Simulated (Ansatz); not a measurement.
# Geometry relaxation, with input and output: Sc₅AlN₆ (part 2 of 2)

Continued. System: Sc₅AlN₆ (12 atoms in the cell). Method: DFT PBE, scalar-relativistic, plane waves, PAW, no spin polarisation (Ansatz 0.2.0); cutoff 420 eV, 12×12×4 k-mesh, Gaussian smearing of 0.01 eV. The structure was made by a generator, so it may or may not be a known phase.

Geometry of the input (Å; fractional positions):
```
3.1483  0.0000  0.0000
-1.5742  2.7265  0.0000
0.0000  0.0000  15.3535
Sc 0.3333  0.6667  0.8412
Sc 0.6667  0.3333  0.6705
Sc 0.0000  0.0000  0.5000
Sc 0.3333  0.6667  0.3295
Sc 0.6667  0.3333  0.1588
Al 0.0000  0.0000  0.0000
N  0.6667  0.3333  0.9263
N  0.0000  0.0000  0.7558
N  0.3333  0.6667  0.5853
N  0.6667  0.3333  0.4147
N  0.0000  0.0000  0.2442
N  0.3333  0.6667  0.0737
```

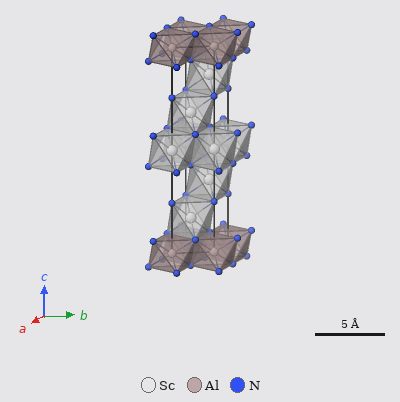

*The geometry at step 3 of the log (polyhedral view of the cell of the calculation, seen slightly off an axis; polyhedra are completed across the faces of the cell).*

**Output, continued**
```
--- Forces (eV/Å), atoms counted from 1 ---
  atom   1  Sc     0.00000000    -0.00000000     0.00555376
  atom   2  Sc     0.00000000    -0.00000000     0.00387060
  atom   3  Sc     0.00000000     0.00000000     0.00000000
  atom   4  Sc     0.00000000     0.00000000    -0.00387060
  atom   5  Sc    -0.00000000     0.00000000    -0.00555376
  atom   6  Al     0.00000000    -0.00000000     0.00000000
  atom   7  N      0.00000000     0.00000000    -0.00441331
  atom   8  N      0.00000000    -0.00000000    -0.00500960
  atom   9  N     -0.00000000    -0.00000000    -0.00240653
  atom  10  N     -0.00000000     0.00000000     0.00240653
  atom  11  N      0.00000000     0.00000000     0.00500960
  atom  12  N     -0.00000000    -0.00000000     0.00441331
  max |Σ_I F_I| component: 1.05e-18 eV/Å
--- Stress (GPa, compression-positive) ---
       -0.000235      -0.000000      -0.000000
        0.000000      -0.000235      -0.000000
       -0.000000      -0.000000      -0.009536
  P = ⅓ Tr σ = -0.0033 GPa (-0.033 kbar)
--- Band table (eV; the first three rows and the last of 69) ---
  k-point 0: bands = ["-35.9942", "-35.9940", "-35.8565", "-35.8265", "-35.7904", "-14.9326", "-14.8776", "-14.7007", "-14.4913", "-14.4076", "-14.4076", "-14.4076", "-14.4076", "-14.3047", "-14.2689", "-14.2689", "-14.2548", "-14.2548", "-14.2329", "-14.2329", "-2.8137", "-1.5845", "-1.5172", "-0.6877", "-0.5216", "0.0667", "6.9052", "8.0202", "8.2840", "9.7762", "9.7762", "10.0917", "10.0917", "10.3673", "10.3673", "10.4719", "10.6599", "11.1670", "11.1670", "11.5771", "11.5771", "12.2386", "12.2386", "12.3571", "14.7632", "14.9491", "14.9491", "15.1352", "15.3084", "15.3084", "15.7258", "15.7335", "15.7335", "16.0118", "16.3414", "16.3414"]
  k-point 1: bands = ["-35.9942", "-35.9940", "-35.8565", "-35.8265", "-35.7904", "-14.9341", "-14.8750", "-14.7025", "-14.4903", "-14.4077", "-14.4077", "-14.4076", "-14.4076", "-14.3050", "-14.2689", "-14.2689", "-14.2548", "-14.2548", "-14.2329", "-14.2329", "-2.8126", "-1.6810", "-1.3574", "-0.8744", "-0.3643", "0.0314", "6.9551", "7.7186", "8.6897", "9.7923", "9.7923", "9.9169", "10.0284", "10.0284", "10.4601", "10.4601", "11.0480", "11.0480", "11.1978", "11.6900", "11.6900", "12.1967", "12.1967", "12.1979", "14.8054", "14.9657", "14.9657", "15.1497", "15.2799", "15.2799", "15.5892", "15.7554", "15.7554", "16.1841", "16.3066", "16.3066"]
  k-point 2: bands = ["-35.9941", "-35.9941", "-35.8565", "-35.8265", "-35.7904", "-14.9354", "-14.8726", "-14.7044", "-14.4892", "-14.4077", "-14.4077", "-14.4076", "-14.4076", "-14.3054", "-14.2689", "-14.2689", "-14.2548", "-14.2548", "-14.2329", "-14.2329", "-2.8116", "-1.7246", "-1.1466", "-1.1042", "-0.2498", "-0.0218", "7.0236", "7.5317", "9.1770", "9.3848", "9.8149", "9.8149", "9.9733", "9.9733", "10.5590", "10.5590", "10.9308", "10.9308", "11.6705", "11.7954", "11.7954", "11.8664", "12.1400", "12.1400", "14.8478", "14.9847", "14.9847", "15.1745", "15.2508", "15.2508", "15.4835", "15.7741", "15.7741", "16.3213", "16.3213", "16.3530"]
  k-point 68: bands = ["-35.9107", "-35.9107", "-35.7493", "-35.7493", "-35.7402", "-14.8134", "-14.8072", "-14.8034", "-14.8034", "-14.7375", "-14.7375", "-14.6576", "-14.6364", "-14.6364", "-14.6039", "-14.5208", "-14.5208", "-14.3838", "-14.3838", "-14.3678", "-0.6333", "-0.6333", "-0.2118", "-0.2117", "-0.1954", "-0.1954", "6.5186", "7.9071", "7.9071", "8.3136", "8.6758", "8.6758", "8.6833", "9.1900", "9.1900", "9.5711", "9.5890", "9.5890", "9.9085", "9.9496", "9.9797", "9.9797", "10.8048", "10.8048", "15.7073", "15.7575", "15.7865", "15.7865", "16.1132", "16.1132", "16.6567", "16.6567", "16.6651", "16.8763", "17.0358", "17.0358"]
--- Relaxed structure (3 steps of the walk, 2 accepted, 1 SCFs on fresh bases) ---
  F+E_penalty+E_count = -13541.53792249 eV   max|allowed force component| = 5.554e-3 eV/Å   (the final SCF, on the basis selected at the relaxed cell)
  cell:  # Å, volume = 131.7647 Å³
    - [3.1471205306916246, 1.9063713020696378e-33, 6.16512645778948e-20]
    - [-1.5735602653458123, 2.725486328350511, -3.08256322889474e-20]
    - [3.006562853571976e-19, 0.0, 15.36178535232514]
  atoms:
    - { symbol: Sc, position: [0.33333333333333337, 0.6666666666666667, 0.841257096277837] }
    - { symbol: Sc, position: [0.6666666666666667, 0.33333333333333337, 0.6705196723040507] }
    - { symbol: Sc, position: [-1.2037062152420224e-35, -9.44273566538958e-36, 0.5] }
    - { symbol: Sc, position: [0.33333333333333337, 0.6666666666666667, 0.3294803276959493] }
    - { symbol: Sc, position: [0.6666666666666667, 0.33333333333333337, 0.1587429037221631] }
    - { symbol: Al, position: [4.6558996320140636e-35, 1.41027870327247e-35, 8.82697150743639e-22] }
    - { symbol: N, position: [0.6666666666666667, 0.33333333333333337, 0.926323405645943] }
    - { symbol: N, position: [-4.879283778302702e-21, 1.4360316187235327e-34, 0.7558411272443621] }
    - { symbol: N, position: [0.33333333333333337, 0.6666666666666667, 0.5852735731249377] }
    - { symbol: N, position: [0.6666666666666667, 0.33333333333333337, 0.41472642687506256] }
    - { symbol: N, position: [4.879283778302684e-21, -1.3894311050501814e-34, 0.2441588727556379] }
    - { symbol: N, position: [0.33333333333333337, 0.6666666666666667, 0.07367659435405692] }
```

**Trajectory as extended XYZ (Å, eV, eV/Å), 4 frames, from step=1 to step=4**
```
12
Lattice="3.1483 0.0000 0.0000 -1.5742 2.7265 0.0000 0.0000 0.0000 15.3535" Properties=species:S:1:pos:R:3:forces:R:3 step=1 energy=-13541.53784 pressure_GPa=-0.05
Sc    0.0000    1.8177   12.9157    0.0000   0.0000   0.0225
Sc    1.5742    0.9088   10.2944    0.0000   0.0000   0.0135
Sc    0.0000    0.0000    7.6768    0.0000   0.0000   0.0000
Sc    0.0000    1.8177    5.0591    0.0000   0.0000  -0.0135
Sc    1.5742    0.9088    2.4378    0.0000   0.0000  -0.0225
Al    0.0000    0.0000    0.0000    0.0000   0.0000   0.0000
N     1.5742    0.9088   14.2227    0.0000   0.0000  -0.0181
N     0.0000    0.0000   11.6050    0.0000   0.0000  -0.0149
N     0.0000    1.8177    8.9861    0.0000   0.0000  -0.0074
N     1.5742    0.9088    6.3674    0.0000   0.0000   0.0074
N     0.0000    0.0000    3.7486    0.0000   0.0000   0.0149
N     0.0000    1.8177    1.1308    0.0000   0.0000   0.0181
12
Lattice="3.1449 0.0000 0.0000 -1.5725 2.7236 0.0000 0.0000 0.0000 15.3831" Properties=species:S:1:pos:R:3:forces:R:3 step=2 energy=-13541.53760 pressure_GPa=-0.01 accepted=F
Sc    0.0000    1.8157   12.9416    0.0000   0.0000  -0.0075
Sc    1.5725    0.9079   10.3150    0.0000   0.0000  -0.0005
Sc    0.0000    0.0000    7.6916    0.0000   0.0000   0.0000
Sc    0.0000    1.8157    5.0681    0.0000   0.0000   0.0005
Sc    1.5725    0.9079    2.4415    0.0000   0.0000   0.0075
Al    0.0000    0.0000    0.0000    0.0000   0.0000   0.0000
N     1.5725    0.9079   14.2495    0.0000   0.0000   0.0068
N     0.0000    0.0000   11.6273    0.0000   0.0000  -0.0013
N     0.0000    1.8157    9.0034    0.0000   0.0000  -0.0005
N     1.5725    0.9079    6.3798    0.0000   0.0000   0.0005
N     0.0000    0.0000    3.7558    0.0000   0.0000   0.0013
N     0.0000    1.8157    1.1336    0.0000   0.0000  -0.0068
12
Lattice="3.1471 0.0000 0.0000 -1.5736 2.7255 0.0000 0.0000 0.0000 15.3618" Properties=species:S:1:pos:R:3:forces:R:3 step=3 energy=-13541.53804 pressure_GPa=-0.00
Sc    0.0000    1.8170   12.9232    0.0000   0.0000   0.0056
Sc    1.5736    0.9085   10.3004    0.0000   0.0000   0.0039
Sc    0.0000    0.0000    7.6809    0.0000   0.0000   0.0000
Sc    0.0000    1.8170    5.0614    0.0000   0.0000  -0.0039
Sc    1.5736    0.9085    2.4386    0.0000   0.0000  -0.0056
Al    0.0000    0.0000    0.0000    0.0000   0.0000   0.0000
N     1.5736    0.9085   14.2300    0.0000   0.0000  -0.0044
N     0.0000    0.0000   11.6111    0.0000   0.0000  -0.0050
N     0.0000    1.8170    8.9908    0.0000   0.0000  -0.0024
N     1.5736    0.9085    6.3709    0.0000   0.0000   0.0024
N     0.0000    0.0000    3.7507    0.0000   0.0000   0.0050
N     0.0000    1.8170    1.1318    0.0000   0.0000   0.0044
12
Lattice="3.1471 0.0000 0.0000 -1.5736 2.7255 0.0000 0.0000 0.0000 15.3618" Properties=species:S:1:pos:R:3:forces:R:3 step=4 energy=-13541.53792 pressure_GPa=-0.00
Sc    0.0000    1.8170   12.9232    0.0000   0.0000   0.0056
Sc    1.5736    0.9085   10.3004    0.0000   0.0000   0.0039
Sc    0.0000    0.0000    7.6809    0.0000   0.0000   0.0000
Sc    0.0000    1.8170    5.0614    0.0000   0.0000  -0.0039
Sc    1.5736    0.9085    2.4386    0.0000   0.0000  -0.0056
Al    0.0000    0.0000    0.0000    0.0000   0.0000   0.0000
N     1.5736    0.9085   14.2300    0.0000   0.0000  -0.0044
N     0.0000    0.0000   11.6111    0.0000   0.0000  -0.0050
N     0.0000    1.8170    8.9908    0.0000   0.0000  -0.0024
N     1.5736    0.9085    6.3709    0.0000   0.0000   0.0024
N     0.0000    0.0000    3.7507    0.0000   0.0000   0.0050
N     0.0000    1.8170    1.1318    0.0000   0.0000   0.0044
```

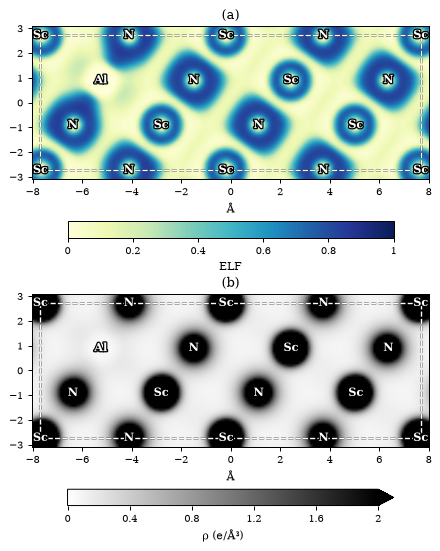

*(a) ELF; (b) valence electron density on the (110) plane of the conventional cell.*

Atoms in the plane: Sc, Al and N. Al–N (2.14 Å): the density is about 0.43 e/Å³ at the midpoint; the ELF is about 0.80 at the midpoint. Sc–N (2.24 Å): ρ at the midpoint is about 0.41 e/Å³; the ELF is about 0.20 at the midpoint. Away from the nuclei the density in this plane falls to 0.08 e/Å³ at its lowest. The strong features right at Sc lie inside the PAW spheres (semicore, d or f shells) and say nothing about bonding. In a PAW calculation such maps are meaningful between the atoms, not at the nuclei.

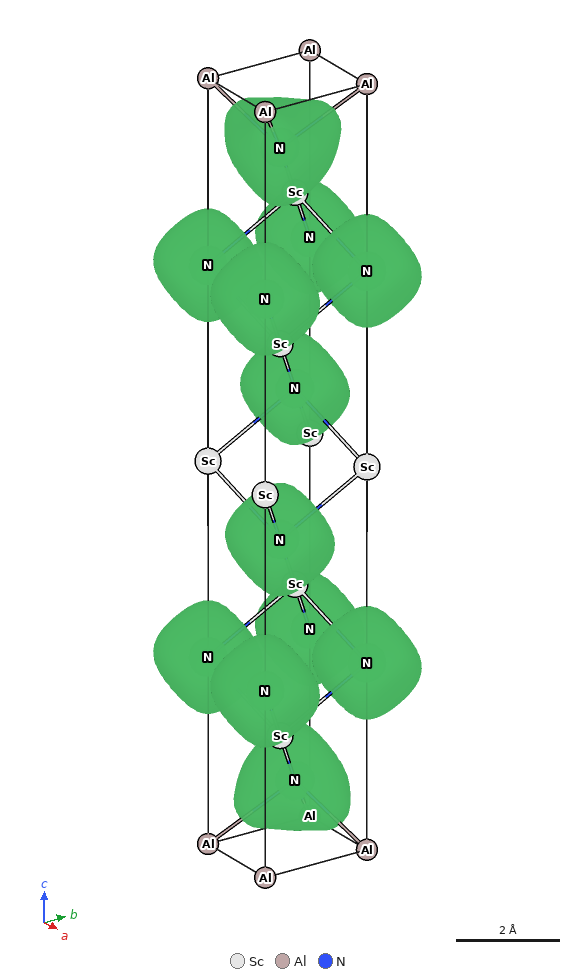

*Isosurface of the ELF at 0.6 (green), seen slightly off an axis. Core shells and regions of very low density are left out. Sticks mark near contacts. The outline is the cell set on symmetry axes.*

Profiles from the grid: Al–N (2.14 Å): the ELF is about 0.80 at the midpoint. Sc–N (2.24 Å): the ELF is about 0.20 at the midpoint.

**Key numbers**

| quantity | value |
| --- | --- |
| outcome | converged |
| space group (tolerance 0.01 Å) | P-3m1 (164) |
| electrons treated | 88 |
| free energy | −13541.5379 eV |
| Fermi energy | 12.428 eV |
| gap on the k-point mesh | 0.14 eV |
| pressure | 0.00 GPa |
| final volume | 131.76 Å³ |
| largest force (length of the vector) at the end | 0.006 eV/Å |
| final cell | a = 3.147 Å, b = 3.147 Å, c = 15.362 Å, α = 90.00°, β = 90.00°, γ = 120.00° |
| wall time | 4.4 min |
| peak memory | 0.69 GiB |
